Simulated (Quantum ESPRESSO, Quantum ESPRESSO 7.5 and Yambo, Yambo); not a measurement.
## P (puckered monolayer): G0W0 with Yambo, start to end

Aim: the G0W0 gap of P (puckered monolayer) on PBE, step by step.

Calculated with Quantum ESPRESSO 7.5 and Yambo 5.3.0; PBE and many-body steps on it, plane waves.

**The experiments to reproduce.**

- Gap 1.75 ± 0.04 eV: optical gap, 1L, PL exciton peak; photoluminescence; 263 K; monolayer (mechanically exfoliated monolayer on 275 nm SiO2/Si, nitrogen flow) on SiO2/Si (“Optical Tuning of Exciton and Trion Emissions in Monolayer Phosphorene”, 2015, arxiv:1504.06386).

- Gap 1 eV: monolayer transport gap from transistor characteristics; field-effect transistor transfer characteristics; monolayer (quoted in “Exceptional and Anisotropic Transport Properties of Photocarriers in Black Phosphorus”, 2015, arxiv:1503.08525).

- Gap 2.2 eV: quasiparticle gap; monolayer (quoted in “Experimental evidence of monolayer arsenene: An exotic two-dimensional semiconducting material”, 2018, arxiv:1812.05978).

- Gap 1.991 ± 0.036 eV: optical gap, neutral exciton PL emission energy (mean over flakes); low-temperature micro-photoluminescence; monolayer (exfoliated flakes on Si with 300 nm SiO2) on SiO2/Si (“Excitons in atomically thin black phosphorus”, 2016, arxiv:1601.01110).

- Gap 2.102 ± 0.015 eV: optical gap, neutral exciton PL emission energy (mean over flakes); low-temperature micro-photoluminescence; monolayer (exfoliated flakes on Si with about 2 nm native oxide) on Si (“Excitons in atomically thin black phosphorus”, 2016, arxiv:1601.01110).

This is a selection; 2 further reports are not listed.

Most raw output is cut from this account.

### Step 1. The structure

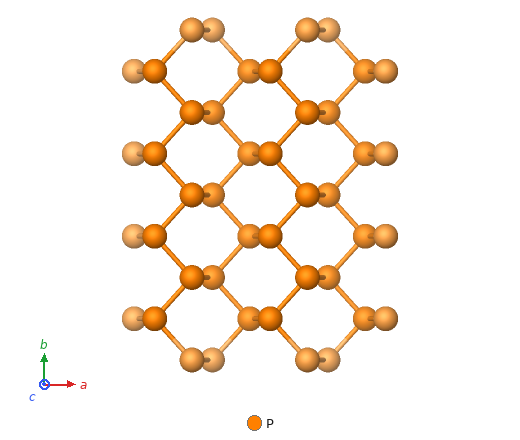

The starting structure, seen from above (phosphorus orange). 2×3×1 cells are drawn. Some periodic images of atoms are drawn too.

The cell holds 4 atoms: 4 P. Its edges and angles: a = 4.627 Å, b = 3.304 Å, c = 14.000 Å, α = 90.0°, β = 90.0°, γ = 90.0°. Vacuum lies along c.

The structure was relaxed with PBE. The runs that relaxed it are not among those shown.

### Step 2. Ground state

This step: Quantum ESPRESSO 7.5; DFT, PBE, plane waves, norm-conserving pseudopotentials.

The ground-state density comes first.

pw.in

```
&control
  calculation = 'scf'
  prefix = 'x'
  outdir = 'o'
  pseudo_dir = 'pseudo'
/
&system
  ibrav = 0
  nat = 4
  ntyp = 1
  ecutwfc = 36.0
  nbnd = 16
  force_symmorphic = .true.
/
&electrons
  conv_thr = 1e-10
  electron_maxstep = 80
  mixing_beta = 0.5
/
ATOMIC_SPECIES
  P 30.974 P.upf
CELL_PARAMETERS angstrom
  4.6271599610 0.0000000000 0.0000000000
  0.0000000000 3.3043513570 0.0000000000
  0.0000000000 0.0000000000 14.0000000000
ATOMIC_POSITIONS crystal
  P 0.0887696193 0.0000000000 0.5752654040
  P 0.4112303807 0.5000000000 0.5752654040
  P 0.5887696193 0.5000000000 0.4247346300
  P 0.9112303807 0.0000000000 0.4247346300
K_POINTS automatic
  8 10 1 0 0 0
```

Started as:

```sh
> OMP_NUM_THREADS=1 mpirun -n 8 pw.x -nk 8 -in pw.in > pw.out
```

The job ended after 7.8 s (8 MPI ranks of Arm Neoverse V1, shared host; peak memory 0.62 GiB; 62 s of CPU time).

This step gave:

| Item | Value |
| --- | --- |
| total energy | -753.6752 eV |
| gap | 0.9076 eV |
| k of the valence top | 0, 0, 0 |
| k of the conduction bottom | 0, 0, 0 |
| least direct gap | 0.9076 eV |

The gap is direct, at Γ.

### Step 3. Bands along the symmetry lines

The cheap functional maps the bands first; the places of the edges decide which points the dearer methods must see.

pw.in

```
&control
  calculation = 'bands'
  prefix = 'x'
  outdir = 'o'
  pseudo_dir = 'pseudo'
/
&system
  ibrav = 0
  nat = 4
  ntyp = 1
  ecutwfc = 36.0
  nbnd = 16
  force_symmorphic = .true.
/
&electrons
  conv_thr = 1e-9
  electron_maxstep = 80
  diago_full_acc = .true.
  diago_thr_init = 5e-6
/
ATOMIC_SPECIES
  P 30.974 P.upf
CELL_PARAMETERS angstrom
  4.6271599610 0.0000000000 0.0000000000
  0.0000000000 3.3043513570 0.0000000000
  0.0000000000 0.0000000000 14.0000000000
ATOMIC_POSITIONS crystal
  P 0.0887696193 0.0000000000 0.5752654040
  P 0.4112303807 0.5000000000 0.5752654040
  P 0.5887696193 0.5000000000 0.4247346300
  P 0.9112303807 0.0000000000 0.4247346300
K_POINTS crystal
  33
  0.00000000 0.00000000 0.00000000 1
  0.06250000 0.00000000 0.00000000 1
  0.12500000 0.00000000 0.00000000 1
  0.18750000 0.00000000 0.00000000 1
  0.25000000 0.00000000 0.00000000 1
  0.31250000 0.00000000 0.00000000 1
  0.37500000 0.00000000 0.00000000 1
  0.43750000 0.00000000 0.00000000 1
  0.50000000 0.00000000 0.00000000 1
  0.50000000 0.06250000 0.00000000 1
  0.50000000 0.12500000 0.00000000 1
  0.50000000 0.18750000 0.00000000 1
  0.50000000 0.25000000 0.00000000 1
  0.50000000 0.31250000 0.00000000 1
  0.50000000 0.37500000 0.00000000 1
  0.50000000 0.43750000 0.00000000 1
  0.50000000 0.50000000 0.00000000 1
  0.43750000 0.50000000 0.00000000 1
  0.37500000 0.50000000 0.00000000 1
  0.31250000 0.50000000 0.00000000 1
  0.25000000 0.50000000 0.00000000 1
  0.18750000 0.50000000 0.00000000 1
  0.12500000 0.50000000 0.00000000 1
  0.06250000 0.50000000 0.00000000 1
  0.00000000 0.50000000 0.00000000 1
  0.00000000 0.43750000 0.00000000 1
  0.00000000 0.37500000 0.00000000 1
  0.00000000 0.31250000 0.00000000 1
  0.00000000 0.25000000 0.00000000 1
  0.00000000 0.18750000 0.00000000 1
  0.00000000 0.12500000 0.00000000 1
  0.00000000 0.06250000 0.00000000 1
  0.00000000 0.00000000 0.00000000 1
```

Elapsed: 3.7 s, on 8 MPI ranks; peak memory 0.5 GiB; 29 s of CPU time.

Numbers from this step:

```
gap                        : 0.9076 eV
k of the valence top       : 0, 0, 0
k of the conduction bottom : 0, 0, 0
least direct gap           : 0.9076 eV
```

The gap is 0.908 eV, as in the run before at this level.

The electronic bands at the labelled points (eV, zero at the top of the highest filled band):

```tsv
point	band 7	band 8	band 9	band 10	band 11	band 12	band 13	band 14
Γ	-3.30	-1.73	-1.64	0.00	0.91	1.64	2.65	3.29
X	-2.51	-2.51	-1.26	-1.26	2.08	2.08	3.63	3.63
S	-4.55	-4.55	-1.10	-1.10	2.39	2.39	3.80	3.80
Y	-2.69	-2.69	-1.93	-1.93	1.23	1.23	2.17	2.17
Γ	-3.30	-1.73	-1.64	0.00	0.91	1.64	2.65	3.29
```

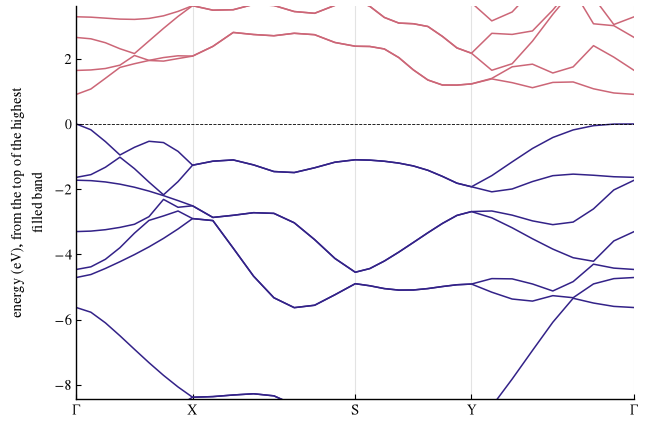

Electronic bands along the path; lines of filled and empty bands in two colours.

### Step 4. Empty states on the mesh, 6×8×1 mesh, 425 bands

The sums over transitions need many empty states on a uniform mesh; this step solves for them.

pw.in

```
&control
  calculation = 'nscf'
  prefix = 'x'
  outdir = 'o'
  pseudo_dir = 'pseudo'
/
&system
  ibrav = 0
  nat = 4
  ntyp = 1
  ecutwfc = 36.0
  nbnd = 425
  force_symmorphic = .true.
/
&electrons
  conv_thr = 1e-9
  electron_maxstep = 80
  diago_full_acc = .true.
  diago_thr_init = 5e-6
/
ATOMIC_SPECIES
  P 30.974 P.upf
CELL_PARAMETERS angstrom
  4.6271599610 0.0000000000 0.0000000000
  0.0000000000 3.3043513570 0.0000000000
  0.0000000000 0.0000000000 14.0000000000
ATOMIC_POSITIONS crystal
  P 0.0887696193 0.0000000000 0.5752654040
  P 0.4112303807 0.5000000000 0.5752654040
  P 0.5887696193 0.5000000000 0.4247346300
  P 0.9112303807 0.0000000000 0.4247346300
K_POINTS automatic
  6 8 1 0 0 0
```

Started as:

```sh
> OMP_NUM_THREADS=1 mpirun -n 8 pw.x -nk 4 -in pw.in > pw.out
```

Wall time 2.1 min (8 MPI ranks); peak memory 1.3 GiB.

Numbers from this step:

```
gap                                                           : 0.9076 eV
k of the valence top                                          : 0, 0, 0
k of the conduction bottom                                    : 0, 0, 0
least direct gap                                              : 0.9076 eV
k points computed                                             : 20
lowest point of the top converged band, above the valence top : 87.2414 eV
```

On this mesh the gap is 0.908 eV.

### Step 5. Conversion and set-up

This step: Yambo 5.3.0; conversion and set-up on PBE, plane waves, norm-conserving pseudopotentials.

The states are converted to the many-body program's format and the q mesh is built.

Started as:

```sh
> (cd o/x.save; p2y > p2y.log; mv SAVE ../..); yambo > setup.log
```

It took 2.5 s on 1 MPI rank; peak memory 0.25 GiB.

### Step 6. Screening and self-energy, 6×8×1 mesh, 202 bands, screening to 142.9 eV

G0W0 replaces the xc potential by the self-energy, built once from these orbitals. Only a window of levels is corrected, while the sums run over the empty bands that the input names.

This step: G0W0 on PBE, plane waves, norm-conserving pseudopotentials.

gw2.in

```
HF_and_locXC
gw0
dyson
ppa
em1d
rim_cut
rim_w
RandQpts= 3000000
RandGvec= 100 RL
CUTGeo= "slab z"
RandGvecW= 9 RL
EXXRLvcs= 36 Ry
VXCRLvcs= 144 Ry
Chimod= "HARTREE"
% BndsRnXp
 1 | 202 |
%
NGsBlkXp= 10.5 Ry
% LongDrXp
 1 | 1 | 0 |
%
% GbndRnge
 1 | 202 |
%
DysSolver= "n"
ExtendOut
PPAPntXp= 27.21138 eV
% QPkrange
 1 | 1 | 9 | 12 |
%
```

Started as:

```sh
> OMP_NUM_THREADS=1 mpirun -n 8 yambo -F gw2.in -J gw2 -C gw2 > gw2.log
```

It took 13 min on 8 MPI ranks; peak memory 6.1 GiB.

This step gave:

```
G0W0 gap on the points computed              : 2.016 eV
starting gap on the mesh                     : 0.9076 eV
k of the valence top                         : 0, 0, 0
k of the conduction bottom                   : 0, 0, 0
least direct G0W0 gap on the computed points : 2.016 eV
Z at the valence top                         : 0.7340
Z at the conduction bottom                   : 0.7454
```

The gap on the mesh goes from 0.91 eV to 2.02 eV, a correction of +1.11 eV.

Limits: finite bands, cutoff and mesh. v1 is the top filled band, c1 the lowest empty one. Levels before and after the correction, in eV, zero at the valence-band top of each column:

```tsv
	conduction bottom	valence top
Kohn-Sham	0.91	0.00
G0W0	2.02	0.00
```

```tsv
	level	energy (eV)
Kohn-Sham	Γ v2	-1.638
Kohn-Sham	Γ v1	0.000
Kohn-Sham	Γ c1	0.908
Kohn-Sham	Γ c2	1.643
G0W0	Γ v2	-1.807
G0W0	Γ v1	0.000
G0W0	Γ c1	2.016
G0W0	Γ c2	2.922
```

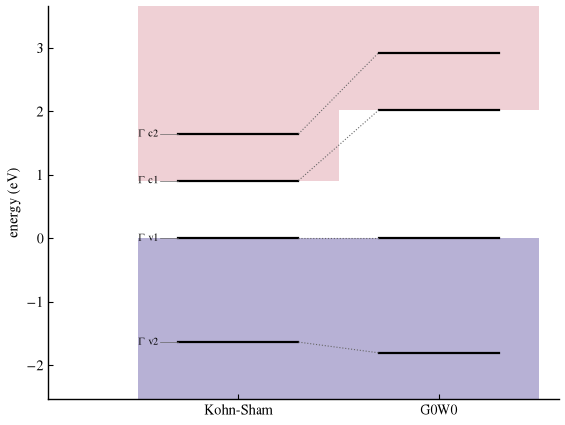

Levels before and after the correction. Shaded: valence and conduction bands.

### Step 7. Where the time went

Times are wall times on the hardware named with each run, good to a factor of about two.

```tsv
step	time	share	memory (GiB)
ground state	7.8 s	1 %	0.62
bands along the symmetry lines	3.7 s	0 %	0.5
empty states on the mesh	2.1 min	14 %	1.3
conversion and set-up	2.5 s	0 %	0.25
screening and self-energy	13 min	85 %	6.1
```

### Step 8. Summary of results

```
PBE gap              : 0.91 eV, direct
G0W0 gap on the mesh : 2.02 eV
GW settings          : 6×8×1 mesh, 202 bands, screening to 142.9 eV, Godby-Needs plasmon pole
known limits         : not at the basis limit
```

**Reading.** G0W0 moves the gap on the mesh from 0.91 eV to 2.02 eV (+1.11 eV), with Z of 0.73 and 0.75 at the edges. Only 1 of the mesh's irreducible points was corrected, so a valley elsewhere could overtake. The dearest step here is «screening and self-energy». Against experiment, by G0W0@PBE: the direct gap of 2.02 eV lies +0.27 eV from the measured 1.75 ± 0.04 eV (exciton, 263 K, on SiO2/Si, 2015); the gap of 2.02 eV lies +1.02 eV from the measured 1 eV (transport, quoted 2015); the gap of 2.02 eV lies −0.18 eV from the measured 2.2 eV (electronic, quoted 2018); the direct gap of 2.02 eV lies +0.03 eV from the measured 1.991 ± 0.036 eV (exciton, on SiO2/Si, 2016); the direct gap of 2.02 eV lies −0.09 eV from the measured 2.102 ± 0.015 eV (exciton, on Si, 2016). An exciton line or allowed optical edge lies below the quasiparticle gap by the binding energy; a forbidden edge can push the onset above it. The computed sheet is free-standing; a substrate or cover screens it further and lowers both gap and binding, while the exciton line moves little. The calculation has static nuclei and no excitons; a measured gap holds zero-point and thermal motion, which mostly lowers it. Bands and cutoff are finite, so the gap is not at the basis limit. The miss can reach some tenths of an eV and take either sign; the mesh is an error of its own. In the G0W0 run levels were corrected at 1 k point alone, so a gap called «on the mesh» is the least over those, and an edge elsewhere would be missed.

[Paths, hosts, dates, memory and timing lines, banners, echoed tables and standing remarks are left out of the program output.]

[Logs are printed without paths, hosts, clocks, repeated set-up lines and the standing remarks that a program may print on its own settings, such as how far it seeks lower states.]

[Runs of the session that timed out or met a known fault of the program may be left out.]

[Hosts, paths, dates, database ids (printed as entryN), source tags and the programs' standing remarks are cut or masked in the printed files.]
